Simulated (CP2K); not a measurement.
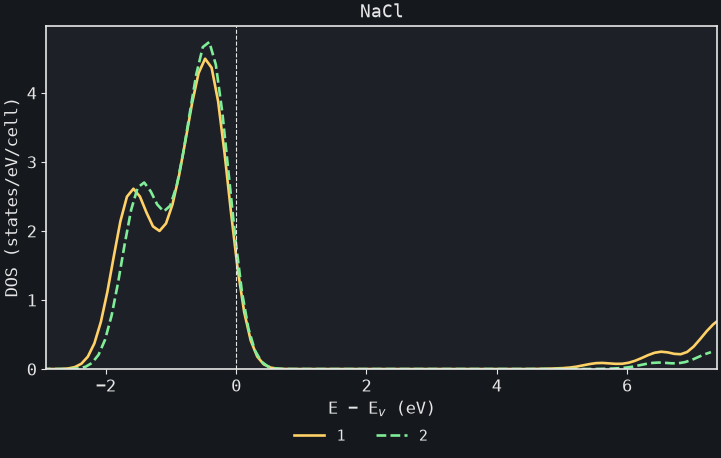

Total densities of states of rocksalt NaCl, space group Fm-3m, 2 atoms in the primitive cell (cubic a = 5.588 Å), by two methods on the same cell. The DOS curves are built from the levels of the k mesh with Gaussians 0.55 eV wide, which also blur the band edges; ripples of that width can come from the mesh. Each is counted from its own valence-band top.

Q: Which curve is which? The methods: PBEsol, TB-mBJ.

A: 1 is PBEsol; 2 is TB-mBJ. PBEsol gives a gap of 4.99 eV and TB-mBJ gives a gap of 5.90 eV.

Settings. PBEsol: POTENTIAL_UZH Cl GTH-PBE-q7, Na GTH-PBE-q9; TZVP-MOLOPT-PBE-GTH basis, no spin polarisation, no spin-orbit coupling, 8×8×8 k mesh, Fermi-Dirac smearing of 0.026 eV (CP2K 2026.2). TB-mBJ: POTENTIAL_UZH Cl GTH-PBE-q7, Na GTH-PBE-q9; TZVP-MOLOPT-PBE-GTH basis, no spin polarisation, no spin-orbit coupling, 8×8×8 k mesh, Fermi-Dirac smearing of 0.1 eV (CP2K 2026.2).

Gaps are the smallest over all k points computed. The potentials were made for another functional. The basis of atomic orbitals isn't converged, which shifts gaps and empty levels. The cell is a database's computed one. LDA, GGA and most meta-GGA functionals understate gaps. TB-mBJ: this is a model potential without an energy functional, so only levels have meaning.
